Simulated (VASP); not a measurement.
## Run report: GeSi$_{3}$, geometry relaxation (part 3 of 4)

The same run, continued: GeSi$_{3}$ (P1, 8 atoms in the cell); Kohn-Sham DFT of a periodic cell, PBE, VASP PAW PBE potentials, recommended, no spin polarisation (VASP 6.6.1); cutoff 520 eV, 4×4×4 k-mesh, Gaussian smearing of 0.15 eV. The structure was built on a prototype by a generator; it need not be a known phase.

Geometry of the input (Å; fractional positions):
```
3.9574  2.1784  3.2870
-3.9650  2.3636  3.1653
0.1566  -4.4621  3.1697
Si 0.6205  0.1012  0.6185
Si 0.3627  0.3644  0.8746
Si 0.8631  0.3732  0.3799
Si 0.3818  0.8873  0.3781
Si 0.1283  0.6143  0.6073
Si 0.6090  0.6286  0.1163
Ge 0.8513  0.8885  0.9000
Ge 0.1301  0.1630  0.1352
```

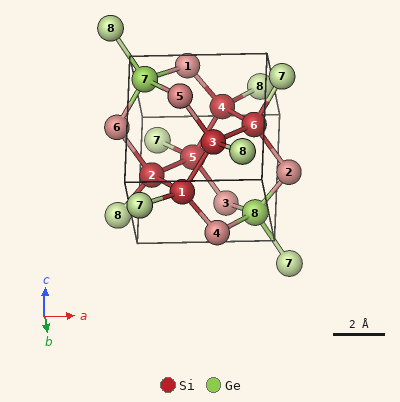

The input geometry (ball-and-stick view of the cell of the calculation, set on other vectors, seen at an oblique angle; neighbours outside the cell are drawn fainter; atoms are numbered from 1 in the order of the input). An atom can appear more than once, as a periodic image.

Parts of OUTCAR, continued
```
--------------------------------------- Ionic step        3  -------------------------------------------

 number of electron      52.0000016 magnetization

------------------------ aborting loop because EDIFF is reached ----------------------------------------

  FORCE on cell =-STRESS in cart. coord.  units (eV):
  Direction    XX          YY          ZZ          XY          YZ          ZX
  --------------------------------------------------------------------------------------
  -------------------------------------------------------------------------------------
  Total        0.4437466     -2.9661189     -2.0980452     -0.4243468     -1.8265504      0.0477566
  in kB        4.1227888    -27.5578061    -19.4926521     -3.9425480    -16.9702309      0.4437005
  external PRESSURE =     -14.3092231 kB  Pullay stress =       0.0000000 kB

 VOLUME and BASIS-vectors are now :
 -----------------------------------------------------------------------------
  energy-cutoff  :      520.00
  volume of cell :      172.45
      direct lattice vectors                 reciprocal lattice vectors
     3.909902217  2.311425725  3.270872170     0.127910907  0.072102933  0.101875057
    -3.890222749  2.339581403  3.228574759    -0.128505841  0.071249928  0.103261864
     0.032229023 -4.535319670  3.169445183    -0.001100984 -0.146989511  0.105189093

 POSITION                                       TOTAL-FORCE (eV/Angst)
 -----------------------------------------------------------------------------------
      2.02551     -1.13372      4.39022        -0.759832      0.484351     -0.079588
      0.02436     -2.16590      5.15606         0.049279     -0.219533      0.185814
      1.87011      1.12921      5.24198        -0.019013     -0.065350      0.209752
     -1.96070      1.22842      5.23459         0.374469     -0.597046     -0.136051
     -1.89961     -1.05439      4.36407        -0.910964     -0.088370      0.244024
     -0.03175      2.30424      4.37992         0.025078      0.149970      0.166683
     -0.04220      0.03053      8.50725         1.329657      0.015604     -0.167755
     -0.06659      0.00408      1.32561        -0.088673      0.320374     -0.422880
 -----------------------------------------------------------------------------------
    total drift:                               -0.019008     -0.018763      0.001753

  FREE ENERGIE OF THE ION-ELECTRON SYSTEM (eV)
  ---------------------------------------------------
  free  energy   TOTEN  =       -41.2488078089 eV

  energy  without entropy=      -41.2460366706  energy(sigma->0) =      -41.24742224

[... ionic steps 4 to 15 ...]

--------------------------------------- Ionic step       16  -------------------------------------------

 number of electron      51.9999988 magnetization

------------------------ aborting loop because EDIFF is reached ----------------------------------------

  FORCE on cell =-STRESS in cart. coord.  units (eV):
  Direction    XX          YY          ZZ          XY          YZ          ZX
  --------------------------------------------------------------------------------------
  -------------------------------------------------------------------------------------
  Total       -0.0777436     -0.1017416      0.0194083     -0.1122864      0.0412036      0.1133841
  in kB       -0.7342288     -0.9608710      0.1832966     -1.0604585      0.3891359      1.0708253
  external PRESSURE =      -0.5039344 kB  Pullay stress =       0.0000000 kB

 VOLUME and BASIS-vectors are now :
 -----------------------------------------------------------------------------
  energy-cutoff  :      520.00
  volume of cell :      169.65
      direct lattice vectors                 reciprocal lattice vectors
     3.915444921  2.261699611  3.189361370     0.127725246  0.073676612  0.104492540
    -3.917108126  2.258895625  3.195307756    -0.127619540  0.073845341  0.104306555
    -0.005315645 -4.522405920  3.195199261     0.000131992 -0.147389847  0.104357806

 POSITION                                       TOTAL-FORCE (eV/Angst)
 -----------------------------------------------------------------------------------
      1.89497     -1.13586      4.37080         0.037611     -0.013649     -0.037971
     -0.03865     -2.24086      5.18845        -0.084084     -0.043859      0.007415
      1.89498      1.09389      5.17756         0.003959      0.076279      0.065643
     -1.97227      1.10085      5.18751         0.024838     -0.041719      0.002723
     -1.97725     -1.13342      4.36911        -0.044944     -0.016179     -0.004052
     -0.03856      2.21874      4.36856         0.012893      0.028851      0.037058
     -0.04507     -0.01621      8.35621         0.079680     -0.017484     -0.076161
     -0.03579     -0.01355      1.22932        -0.029953      0.027760      0.005345
 -----------------------------------------------------------------------------------
    total drift:                               -0.058040     -0.018720      0.002246

  FREE ENERGIE OF THE ION-ELECTRON SYSTEM (eV)
  ---------------------------------------------------
  free  energy   TOTEN  =       -41.4611107007 eV

  energy  without entropy=      -41.4605332952  energy(sigma->0) =      -41.46082200

--------------------------------------- Ionic step       17  -------------------------------------------

 number of electron      51.9999990 magnetization

------------------------ aborting loop because EDIFF is reached ----------------------------------------

  FORCE on cell =-STRESS in cart. coord.  units (eV):
  Direction    XX          YY          ZZ          XY          YZ          ZX
  --------------------------------------------------------------------------------------
  -------------------------------------------------------------------------------------
  Total       -0.1925475     -0.1973817     -0.1464396     -0.0367595      0.0251308      0.0430485
  in kB       -1.8192577     -1.8649322     -1.3836133     -0.3473171      0.2374445      0.4067373
  external PRESSURE =      -1.6892677 kB  Pullay stress =       0.0000000 kB

 VOLUME and BASIS-vectors are now :
 -----------------------------------------------------------------------------
  energy-cutoff  :      520.00
  volume of cell :      169.57
      direct lattice vectors                 reciprocal lattice vectors
     3.915154279  2.259983552  3.192147934     0.127734534  0.073732498  0.104401602
    -3.915659207  2.260536626  3.194298589    -0.127666786  0.073791870  0.104339385
    -0.001829004 -4.520174238  3.194561749     0.000018252 -0.147462577  0.104378477

 POSITION                                       TOTAL-FORCE (eV/Angst)
 -----------------------------------------------------------------------------------
      1.89700     -1.13506      4.37114         0.025064     -0.009041     -0.012239
     -0.03879     -2.24117      5.19002        -0.045686     -0.016877      0.005630
      1.89703      1.09681      5.18155         0.006837      0.037654      0.031289
     -1.96915      1.10056      5.18795         0.005316     -0.020549      0.002252
     -1.97516     -1.13194      4.36817        -0.012522     -0.002784     -0.002271
     -0.03621      2.21978      4.37172         0.003322      0.011595      0.017554
     -0.03896     -0.01416      8.35326         0.020007     -0.006709     -0.030498
     -0.03475     -0.01247      1.22809        -0.002337      0.006710     -0.011716
 -----------------------------------------------------------------------------------
    total drift:                               -0.066616     -0.020300      0.006595

  FREE ENERGIE OF THE ION-ELECTRON SYSTEM (eV)
  ---------------------------------------------------
  free  energy   TOTEN  =       -41.4625318766 eV

  energy  without entropy=      -41.4619513725  energy(sigma->0) =      -41.46224162

--------------------------------------- Ionic step       18  -------------------------------------------

 number of electron      51.9999991 magnetization

 Free energy of the ion-electron system (eV)
  ---------------------------------------------------
  ext. energy  EPLUGINS =         0.00000000
  ---------------------------------------------------
  free energy    TOTEN  =       -41.46284767 eV

  energy without entropy =      -41.46226437  energy(sigma->0) =      -41.46255602

 E-fermi :   5.5788     XC(G=0):  -9.4514     alpha+bet :-11.2701

 val. band max:        5.3475209156   @ k =   0.0000   0.0000   0.0000
 cond. band min:       5.7846139103   @ k =   0.0000   0.0000   0.0000
 fundamental gap:      0.4370929947
 Fermi energy:         5.5787604891

 k-point     1 :       0.0000    0.0000    0.0000
  band No.  band energies     occupation
      1     -18.9763      2.00000
      2     -18.8924      2.00000
      3     -18.8922      2.00000
      4     -18.8530      2.00000
      5     -18.8527      2.00000
      6     -18.8373      2.00000
      7     -18.8373      2.00000
      8     -18.8007      2.00000
      9     -18.8007      2.00000
     10     -18.7524      2.00000
     11      -6.6599      2.00000
     12      -3.0204      2.00000
     13      -2.9584      2.00000
     14      -2.4841      2.00000
     15      -2.4831      2.00000
     16      -2.4826      2.00000
     17      -2.4802      2.00000
     18       2.4374      2.00000
     19       2.4733      2.00000
     20       2.4737      2.00000
     21       2.5419      2.00000
     22       2.5441      2.00000
     23       2.5678      2.00000
     24       5.3305      1.98073
     25       5.3337      1.97912
     26       5.3475      1.97075
     27       5.7846      0.05228
     28       5.8368      0.01499
     29       6.2602      0.00000
     30       6.2610      0.00000
     31       6.3058      0.00000

 k-point     2 :       0.2500    0.0000    0.0000
  band No.  band energies     occupation
      1     -18.9763      2.00000
      2     -18.8923      2.00000
      3     -18.8922      2.00000
      4     -18.8529      2.00000
      5     -18.8528      2.00000
      6     -18.8375      2.00000
      7     -18.8371      2.00000
      8     -18.8007      2.00000
      9     -18.8006      2.00000
     10     -18.7525      2.00000
     11      -6.4004      2.00000
     12      -4.3678      2.00000
     13      -2.7946      2.00000
     14      -2.7146      2.00000
     15      -2.4177      2.00000
     16      -2.4171      2.00000
     17      -0.6226      2.00000
     18       1.9849      2.00000
     19       1.9884      2.00000
     20       1.9907      2.00000
     21       1.9928      2.00000
     22       2.7501      2.00000
     23       2.7568      2.00000
     24       3.7962      2.00000
     25       4.5506      2.00000
     26       4.5712      2.00000
     27       5.9576      0.00035
     28       6.7930      0.00000
     29       7.2395      0.00000
     30       7.2574      0.00000
     31       7.4181      0.00000

 k-point     3 :       0.5000    0.0000    0.0000
  band No.  band energies     occupation
      1     -18.9762      2.00000
      2     -18.8923      2.00000
      3     -18.8923      2.00000
      4     -18.8531      2.00000
      5     -18.8527      2.00000
      6     -18.8377      2.00000
      7     -18.8370      2.00000
      8     -18.8006      2.00000
      9     -18.8006      2.00000
     10     -18.7526      2.00000
     11      -5.7280      2.00000
     12      -5.5127      2.00000
     13      -2.7213      2.00000
     14      -2.6554      2.00000
     15      -2.3471      2.00000
     16      -2.3463      2.00000
     17       1.3744      2.00000
     18       1.4855      2.00000
     19       1.5919      2.00000
     20       1.6088      2.00000
     21       1.6094      2.00000
     22       1.8234      2.00000
     23       3.3298      2.00000
     24       3.4429      2.00000
     25       3.5025      2.00000
     26       3.6288      2.00000
     27       6.3288      0.00000
     28       6.5935      0.00000
     29       8.3660      0.00000
     30       8.4014      0.00000
     31       9.5835      0.00000

 k-point     4 :       0.0000    0.2500   -0.0000
  band No.  band energies     occupation
      1     -18.9763      2.00000
      2     -18.8924      2.00000
      3     -18.8921      2.00000
      4     -18.8531      2.00000
      5     -18.8526      2.00000
      6     -18.8374      2.00000
      7     -18.8372      2.00000
      8     -18.8007      2.00000
      9     -18.8006      2.00000
     10     -18.7525      2.00000
     11      -6.4004      2.00000
     12      -4.3684      2.00000
     13      -2.7930      2.00000
     14      -2.7162      2.00000
     15      -2.4182      2.00000
     16      -2.4151      2.00000
     17      -0.6238      2.00000
     18       1.9844      2.00000
     19       1.9878      2.00000
     20       1.9905      2.00000
     21       1.9931      2.00000
     22       2.7506      2.00000
     23       2.7588      2.00000
     24       3.7953      2.00000
     25       4.5511      2.00000
     26       4.5720      2.00000
     27       5.9593      0.00033
     28       6.7935      0.00000
     29       7.2383      0.00000
     30       7.2562      0.00000
     31       7.4193      0.00000

 k-point     5 :       0.2500    0.2500   -0.0000
  band No.  band energies     occupation
      1     -18.9762      2.00000
      2     -18.8924      2.00000
      3     -18.8922      2.00000
      4     -18.8530      2.00000
      5     -18.8528      2.00000
      6     -18.8375      2.00000
      7     -18.8372      2.00000
      8     -18.8006      2.00000
      9     -18.8006      2.00000
     10     -18.7526      2.00000
     11      -6.1455      2.00000
     12      -4.3502      2.00000
     13      -3.9811      2.00000
     14      -3.0863      2.00000
     15      -2.0740      2.00000
     16      -1.0249      2.00000
     17      -0.6627      2.00000
     18       1.1552      2.00000
     19       1.9972      2.00000
     20       2.0648      2.00000
     21       2.4928      2.00000
     22       2.5318      2.00000
     23       2.7402      2.00000
     24       2.9295      2.00000
     25       3.7558      2.00000
     26       5.0334      2.00000
     27       6.5400      0.00000
     28       7.2169      0.00000
     29       7.3490      0.00000
     30       7.7864      0.00000
     31       8.0425      0.00000

 [... the levels of 18 k-points are left out ...]

 k-point    24 :       0.2500   -0.2500    0.2500
  band No.  band energies     occupation
      1     -18.9761      2.00000
      2     -18.8923      2.00000
      3     -18.8921      2.00000
      4     -18.8531      2.00000
      5     -18.8528      2.00000
      6     -18.8374      2.00000
      7     -18.8373      2.00000
      8     -18.8006      2.00000
      9     -18.8005      2.00000
     10     -18.7527      2.00000
     11      -5.9062      2.00000
     12      -4.2167      2.00000
     13      -4.0606      2.00000
     14      -3.8689      2.00000
     15      -1.3968      2.00000
     16      -1.1876      2.00000
     17      -1.0214      2.00000
     18       1.2872      2.00000
     19       1.8251      2.00000
     20       1.8641      2.00000
     21       1.8789      2.00000
     22       3.0974      2.00000
     23       3.1476      2.00000
     24       3.1747      2.00000
     25       4.5819      2.00000
     26       4.6101      2.00000
     27       6.7082      0.00000
     28       6.8618      0.00000
     29       6.9665      0.00000
     30       6.9925      0.00000
     31       8.8527      0.00000

 [... further k-points ...]

------------------------ aborting loop because EDIFF is reached ----------------------------------------

  FORCE on cell =-STRESS in cart. coord.  units (eV):
  Direction    XX          YY          ZZ          XY          YZ          ZX
  --------------------------------------------------------------------------------------
  -------------------------------------------------------------------------------------
  Total       -0.1262345     -0.1079598     -0.1178594      0.0146419      0.0140838      0.0078815
  in kB       -1.1929761     -1.0202713     -1.1138277      0.1383729      0.1330990      0.0744838
  external PRESSURE =      -1.1090250 kB  Pullay stress =       0.0000000 kB

 VOLUME and BASIS-vectors are now :
 -----------------------------------------------------------------------------
  energy-cutoff  :      520.00
  volume of cell :      169.53
      direct lattice vectors                 reciprocal lattice vectors
     3.915005177  2.259103202  3.193577462     0.127739353  0.073761202  0.104354946
    -3.914915902  2.261378472  3.193780879    -0.127691062  0.073764403  0.104356250
    -0.000040332 -4.519029369  3.194234700    -0.000040150 -0.147499948  0.104389136

 POSITION                                       TOTAL-FORCE (eV/Angst)
 -----------------------------------------------------------------------------------
      1.89804     -1.13466      4.37132         0.016090     -0.010202      0.002822
     -0.03886     -2.24132      5.19082        -0.024299      0.001557      0.004259
      1.89808      1.09832      5.18359         0.014388      0.018100      0.011782
     -1.96755      1.10041      5.18818        -0.002315     -0.003709      0.002695
     -1.97409     -1.13119      4.36769         0.005375      0.005453     -0.002055
     -0.03501      2.22032      4.37335        -0.009970     -0.003621      0.000078
     -0.03583     -0.01310      8.35175        -0.006768     -0.003798     -0.004179
     -0.03421     -0.01191      1.22746         0.007500     -0.003780     -0.015401
 -----------------------------------------------------------------------------------
    total drift:                               -0.071811     -0.018254     -0.003998

  FREE ENERGIE OF THE ION-ELECTRON SYSTEM (eV)
  ---------------------------------------------------
  free  energy   TOTEN  =       -41.4628476691 eV

  energy  without entropy=      -41.4622643713  energy(sigma->0) =      -41.46255602

 reached required accuracy - stopping structural energy minimisation
```
